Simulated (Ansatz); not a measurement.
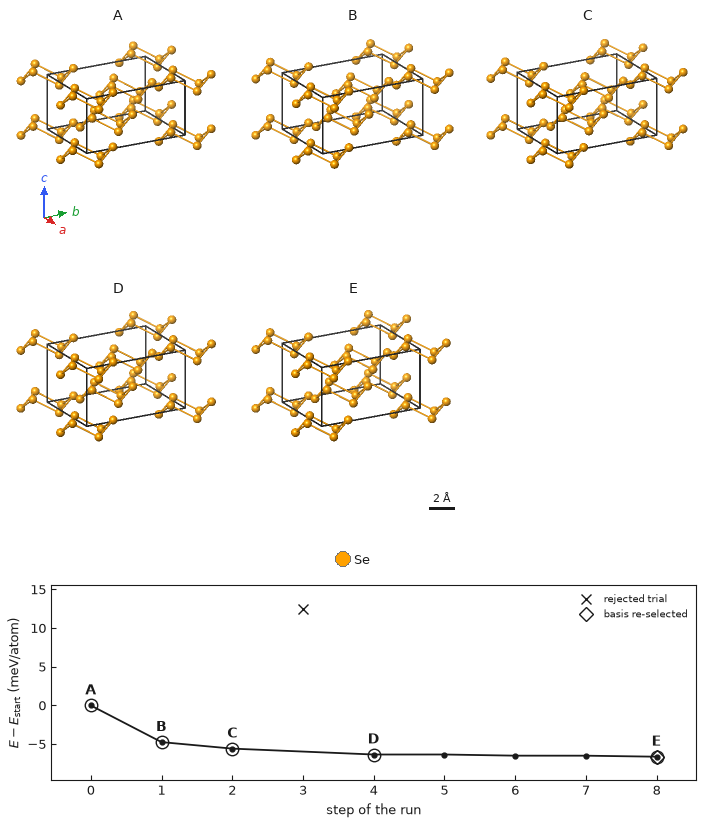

Frames of a relaxation of solid Se (set up in R-3), marked on the history of the run. A ball-and-stick model of the conventional cell (3 times the calculation's cell), seen slightly off an axis. Lengths and directions refer to the drawn axes.

Computed with Ansatz 0.2.0, DFT r2SCAN, scalar-relativistic, plane waves, PAW. Set-up: plane-wave cutoff 500 eV; k-point mesh 6 × 6 × 6; occupations gaussian; smearing width 0.02 eV; no spin polarisation; cell and atoms relaxed; force threshold 0.005 eV/Å; at most 80 steps.

> What happens along the run?

The energy falls by 6.6 meV per atom in 6 accepted moves (8 points after the start). Largest force component: 0.1 eV/Å at the start, 0.0015 eV/Å at the end. Pressure: 1.18 GPa at the start and 0.01 GPa at the end. The line search rejected the trial step at point 3 of the run. The SCF was repeated once at an unchanged geometry on a basis and grid sized afresh for the cell, which shifted the energy by 0.1 meV per atom at most. The largest moves relative to the cell, 0.048 Å, are those of Se atoms. The drawn cell changes as follows: a = b 11.362 → 11.364 Å (0.0 %), c 4.429 → 4.785 Å (+8.0 %); the volume changes by +8.1 %. Near-neighbour distances that change, for instance: Se–Se 2.356 → 2.366 Å. The space group stays R-3 (No. 148). From step 0 to 1: Se atoms move most (0.05 Å), volume +7.6 %, energy −4.7 meV per atom. From step 1 to 2: Se atoms move most (0.02 Å), volume −0.8 %, energy −0.8 meV per atom. From step 2 to 4: Se atoms move most (0.02 Å), volume −0.1 %, energy −0.8 meV per atom. From step 4 to 8: volume +1.4 %, energy −0.3 meV per atom.

```json
{"step": "0", "E − E(0), meV/atom": "0.00", "largest force component, eV/Å": "0.1003", "pressure, GPa": "1.18", "volume, Å³/atom": "27.509", "note": ""}
{"step": "1", "E − E(0), meV/atom": "-4.74", "largest force component, eV/Å": "0.0131", "pressure, GPa": "-0.19", "volume, Å³/atom": "29.603", "note": ""}
{"step": "2", "E − E(0), meV/atom": "-5.58", "largest force component, eV/Å": "0.0245", "pressure, GPa": "-0.02", "volume, Å³/atom": "29.375", "note": ""}
{"step": "3", "E − E(0), meV/atom": "12.47", "largest force component, eV/Å": "0.3238", "pressure, GPa": "0.78", "volume, Å³/atom": "28.450", "note": "rejected"}
{"step": "4", "E − E(0), meV/atom": "-6.34", "largest force component, eV/Å": "0.0136", "pressure, GPa": "0.14", "volume, Å³/atom": "29.334", "note": ""}
{"step": "5", "E − E(0), meV/atom": "-6.34", "largest force component, eV/Å": "0.0161", "pressure, GPa": "-0.09", "volume, Å³/atom": "29.916", "note": ""}
{"step": "6", "E − E(0), meV/atom": "-6.49", "largest force component, eV/Å": "0.0052", "pressure, GPa": "0.02", "volume, Å³/atom": "29.738", "note": ""}
{"step": "7", "E − E(0), meV/atom": "-6.49", "largest force component, eV/Å": "0.0016", "pressure, GPa": "0.01", "volume, Å³/atom": "29.731", "note": ""}
{"step": "8", "E − E(0), meV/atom": "-6.63", "largest force component, eV/Å": "0.0015", "pressure, GPa": "0.01", "volume, Å³/atom": "29.731", "note": "same geometry, new basis"}
```
